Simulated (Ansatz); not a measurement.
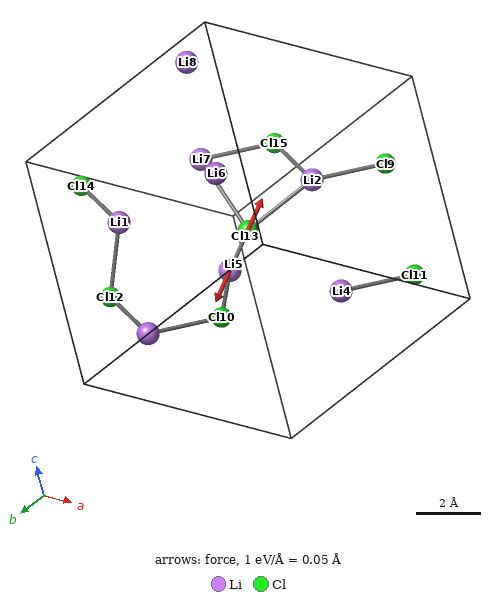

Starting geometry of a defect cell of composition Li8Cl7 (started half-way along a vacancy jump, in the symmetry of that start) with the computed forces as red arrows. A ball-and-stick model of the cell of the calculation (origin shifted), seen from a free direction.

Theory: DFT PBE, scalar-relativistic, plane waves, PAW (Ansatz 0.2.0).

Input file:
```yaml
crystal:
  lattice:
    - [-1.9626901213, 3.3994790095, -6.2893910683]
    - [-1.9626901213, 3.3994790095, 6.2893910683]
    - [7.8507604851, 1.0e-10, 0.0]
  atoms:
    - { symbol: Li, position: [0.7277722151, 0.6055611183, 0.3333333333] }
    - { symbol: Li, position: [0.2277722151, 0.1055611183, 0.3333333333] }
    - { symbol: Li, position: [0.7277722151, 0.6055611183, 0.8333333333] }
    - { symbol: Li, position: [0.2277722151, 0.1055611183, 0.8333333333] }
    - { symbol: Li, position: [0.1444388817, 0.5222277849, 0.1666666667] }
    - { symbol: Li, position: [0.6444388817, 0.0222277849, 0.1666666667] }
    - { symbol: Li, position: [0.1444388817, 0.5222277849, 0.6666666667] }
    - { symbol: Li, position: [0.6444388817, 0.0222277849, 0.6666666667] }
    - { symbol: Cl, position: [0.4180606183, 0.9152727151, 0.3333333333] }
    - { symbol: Cl, position: [0.9180606183, 0.4152727151, 0.8333333333] }
    - { symbol: Cl, position: [0.4180606183, 0.9152727151, 0.8333333333] }
    - { symbol: Cl, position: [0.8347272849, 0.8319393817, 0.1666666667] }
    - { symbol: Cl, position: [0.1263939516, 0.3736060484, 0.25] }
    - { symbol: Cl, position: [0.8347272849, 0.8319393817, 0.6666666667] }
    - { symbol: Cl, position: [0.3347272849, 0.3319393817, 0.6666666667] }
basis:
  ecutwfc: 420
kpoints:
  mp_grid: { grid: [4, 4, 4] }
hamiltonian:
  xc: pbe
scf:
  occupations: { method: gaussian, width: 0.05 }
output:
  forces: true
  stress: true
  eigenvalues: true
  write_density: true
  write_potential: true
  elf: true
  volumetric_format: npy
relax:
  adjacent_minimum: "off"
  f_tol: 0.02
  max_steps: 60
  escape_saddle: false
```

Launched with:
```bash
ansatz run input.yaml --threads 4 --pin off --max-ram 9216MiB --backend cpu --events-out ev --progress --plain --runs-dir out
```

Question: Is this structure relaxed? If not, where do the atoms go?

Answer: It isn't relaxed: the largest force vector, on Cl atoms, is 22.54 eV/Å. The final displacements have little in common with the starting forces (cosine between the two patterns 0.01). The largest move is that of Cl13, 1.80 Å roughly along [3 0 −1]. By element the largest moves are Cl 1.80 Å, Li 0.15 Å. The lattice vectors keep their values. Some distances before and after: Li7–Cl13 3.109 → 4.589 Å, Li1–Cl13 3.793 → 2.384 Å, Li4–Cl13 3.793 → 2.390 Å, Li5–Cl13 1.399 → 2.390 Å. New bonds form: Li1–Cl13 (3.79 → 2.38 Å), Li4–Cl13 (3.79 → 2.39 Å). Bond angles that change, for instance: Cl9–Li2–Cl13 154.0° → 107.8°, Li2–Cl13–Li5 151.9° → 108.1°, Cl12–Li2–Cl13 85.7° → 110.9°. After 13 accepted moves (14 points after the start) the energy has fallen by 6.087 eV per cell of the calculation. Largest force component: 16 eV/Å at the start, 0.015 eV/Å at the end. 1 step only repeated the SCF at the same geometry.

Limits of the set-up: the cell has an odd number of electrons but was run without spin polarisation; the periodic images lie only 7.4 Å apart, so the values are limited by the cell's size.
